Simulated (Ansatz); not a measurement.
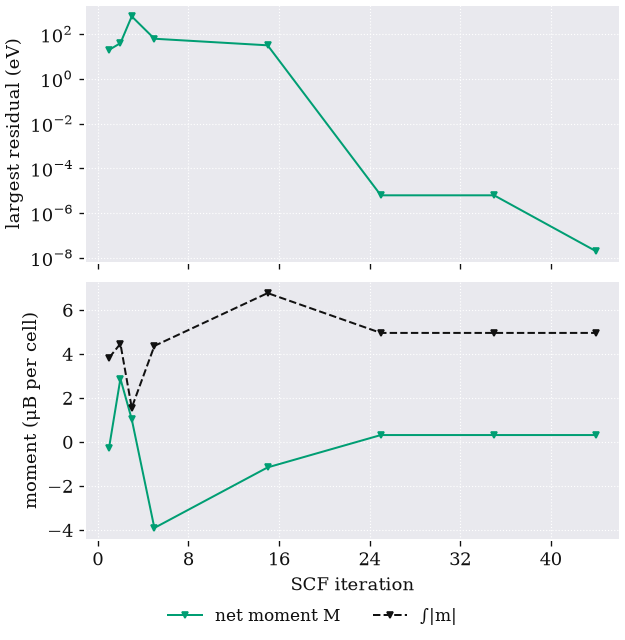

The plot shows the SCF iterations of a calculation: largest residual, magnetic moments. Only some iterations were kept.

Program: Ansatz.

```
crystal:
  lattice:
    - [10.221969, 0.0, 0.0]
    - [0.0, 9.127188, 0.0]
    - [0.0, 0.0, 9.585922]
  atoms:
    - { symbol: O, position: [0.4429402, 0.56780893, 0.53276793] }
    - { symbol: Co, position: [0.58377699, 0.61482847, 0.66058789], spin: 3 }
    - { symbol: Co, position: [0.3700585, 0.4479048, 0.40745069], spin: -3 }
hamiltonian:
  xc: pbe
  pseudopotentials: { kind: nc }
kpoints:
  mp_grid: { grid: [1, 1, 1], shift: [0, 0, 0] }
magnetization:
  spin_polarized: true
scf:
  occupations: { method: fermi_dirac }
  convergence: { dm_fallback: { after: 1 } }
```

> Was self-consistency reached?

The run converged; it took 44 iterations. The residual falls unevenly and jumps up by a factor of two or more twice between kept points.

> Read the residual at the first and at the last step drawn.

It starts near 20 and ends near 2 × 10⁻⁸ eV.

> How do the moments develop?

The net moment doesn't settle. Over the last points it still swings between −1.2 and 0.3 μB per cell.
